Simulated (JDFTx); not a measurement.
## ZrC: 7 runs along one coordinate

System: ZrC (P6₃/mmc, 4 atoms in the cell).
Method: Kohn-Sham DFT of a periodic cell, PBEsol, PseudoDojo-SR-PBEsol-0.4.1-standard, no spin polarisation (JDFTx 1.7.0 (patched build)).

The 7 runs differ only in the geometry, by an even scaling of the cell at fixed fractional positions. The structure derives from a Materials Project entry.

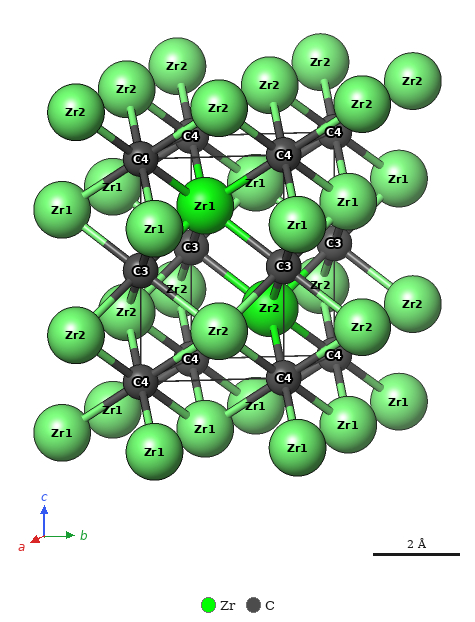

Figure 1. The structure of run 4 (ball-and-stick view of the cell of the calculation, seen slightly off an axis; neighbours outside the cell are drawn fainter; atoms are numbered from 1 in the order of the input). An atom can appear more than once, as a periodic image.

## Input of run 4
```
lattice \
    6.4089613119    -3.2044806559     0.0000000000 \
    0.0000000000     5.5503233079     0.0000000000 \
    0.0000000000     0.0000000000     9.9967513548
coords-type Lattice
ion Zr     0.6666666667     0.3333333333     0.7500000000 1
ion Zr     0.3333333333     0.6666666667     0.2500000000 1
ion C      0.0000000000     0.0000000000     0.5000000000 1
ion C      0.0000000000     0.0000000000     0.0000000000 1

ion-species pseudo/Zr.upf
ion-species pseudo/C.upf
elec-cutoff 41 328
elec-ex-corr gga-PBEsol
kpoint-folding 9 9 5
elec-smearing Fermi 0.0018374661
elec-n-bands 23
electronic-SCF nIterations 100 energyDiffThreshold 1e-09
electronic-minimize nIterations 30 energyDiffThreshold 1e-7
forces-output-coords Cartesian

dump-name run.$VAR
dump End Ecomponents EigStats BandEigs Kpoints Forces Stress ElecDensity Dtot KEdensity
```

Command:
```bash
jdftx -c 1 -i ZrC.in -o ZrC.out
```

Lattice vectors (Å) and fractional positions of run 4:
```
   3.391476    0.000000    0.000000
  -1.695738    2.937105    0.000000
   0.000000    0.000000    5.290053
Zr  0.666667  0.333333  0.750000
Zr  0.333333  0.666667  0.250000
C   0.000000  0.000000  0.500000
C   0.000000  0.000000  0.000000
```

Run 3 differs from it as follows:
```diff
-    6.4089613119    -3.2044806559     0.0000000000 \
-    0.0000000000     5.5503233079     0.0000000000 \
-    0.0000000000     0.0000000000     9.9967513548
+    6.3659468526    -3.1829734263     0.0000000000 \
+    0.0000000000     5.5130716935     0.0000000000 \
+    0.0000000000     0.0000000000     9.9296570422
```

## Results, with one run withheld

```tsv
run	volume per atom (Å³)	free energy per atom, from the lowest run given (meV)	pressure (GPa)
1	12.383	6.62	6.63
2	12.647	0.00	1.38
3	12.910	?	?
4	13.174	10.53	−7.59
5	13.437	26.11	−11.42
6	13.701	47.68	−14.86
7	13.964	74.62	−17.95
```

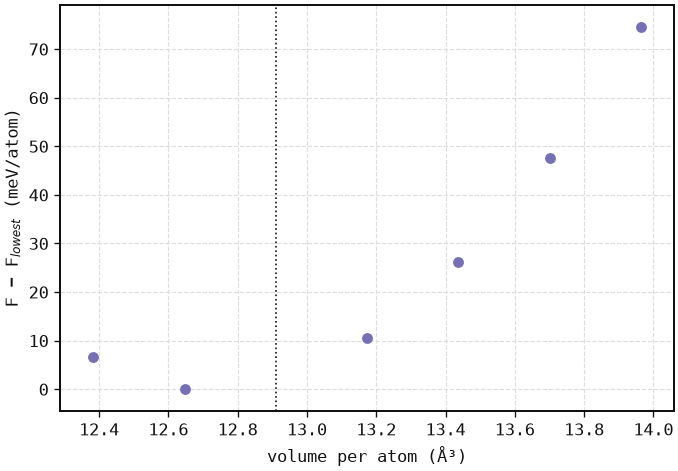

Figure 2. Free energy per atom of the runs given; the dotted line marks run 3.

Fit the runs given and predict run 3.

A cubic polynomial in V^(−2/3) (the Birch–Murnaghan form), fitted to the 6 runs given, misses them by at most 0.02 meV per atom. With x = V^(−2/3) − 0.17906 Å⁻², it reads F = 11.682 − 5446.9 x + 6.1645e+05 x² + 78544 x³ (meV per atom). At run 3 it gives 1.57 meV per atom, and the run itself gives 1.57. The slope of the fit gives a pressure −dF/dV of −3.27 GPa there, and the run prints −3.34 GPa. The two needn't agree exactly: the fit is approximate, and the printed stress is taken on a finite basis. The fit has its minimum at 12.724 Å³ per atom, where V d²F/dV² gives 233 GPa. Cell shape and fractional positions are held, so this is the stiffness under even scaling; the relaxed bulk modulus wasn't computed.

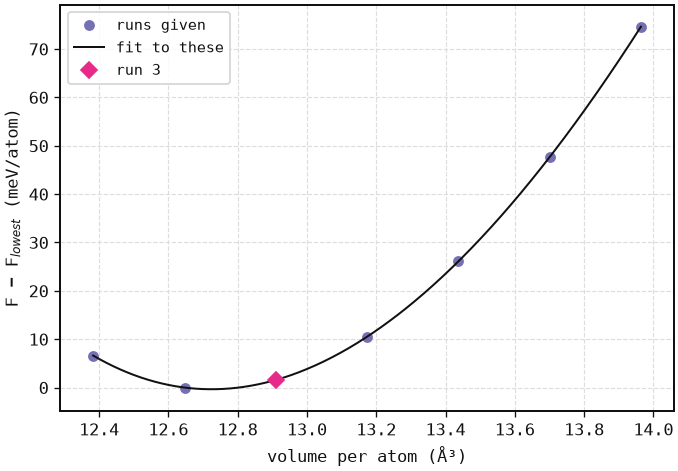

Figure 3. The fit and the withheld run.

## Some lines of the output (run 3)
```
[...]
unit cell volume = 348.49
     Etot =     -106.3381842638208497
        F =     -106.3384202286725042
	HOMO-LUMO gap: +0.001897
	Optical gap  : +0.006756 at state 16 ( [ +0.111111 +0.111111 +0.200000 ] spin 0 )
```
